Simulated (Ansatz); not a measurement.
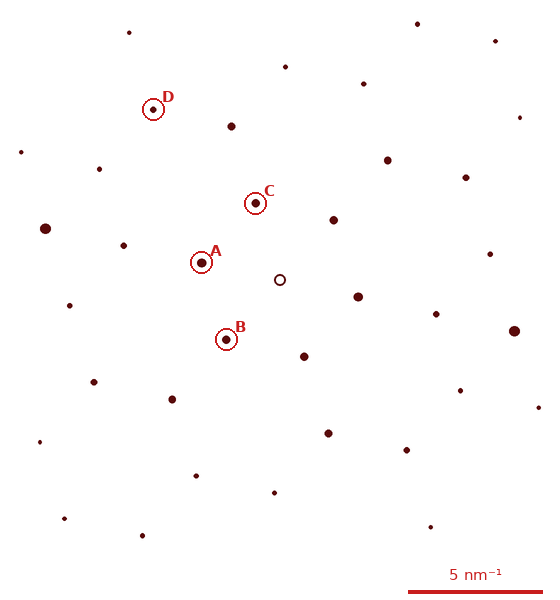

Simulated selected-area electron diffraction pattern (200 kV, kinematic approximation, thin crystal, B = 0.5 Å² for all atoms). The zone axis points towards the electron source and the pattern is seen from the source side.

Ca, space group P6_3/mmc (No. 194), a = 3.852 Å, c = 31.684 Å (hexagonal axes). Structure: coordinates from a relaxation with Ansatz 0.2.0, DFT PBEsol, scalar-relativistic, plane waves, PAW; the starting structure was generated, so it need not be a known form of this composition.

```json
{"atom": "Ca", "site": "4f", "symmetry": "3m.", "x": "0.6667", "y": "0.3333", "z": "0.6500"}
{"atom": "Ca", "site": "2b", "symmetry": "-6m2", "x": "0.0000", "y": "0.0000", "z": "0.7500"}
{"atom": "Ca", "site": "4f", "symmetry": "3m.", "x": "0.3333", "y": "0.6667", "z": "0.9499"}
```

Spot A is indexed 0 -1 0 and spot B 1 -1 -1.

### Index the other marked spots.

C = A − B = -1 0 1 (d = 3.317 Å). D = 3A − 2B = -2 -1 2 (d = 1.257 Å).

### Which zone axis is this?

The cross product of A and B is parallel to [101]; every spot obeys hu + kv + lw = 0.
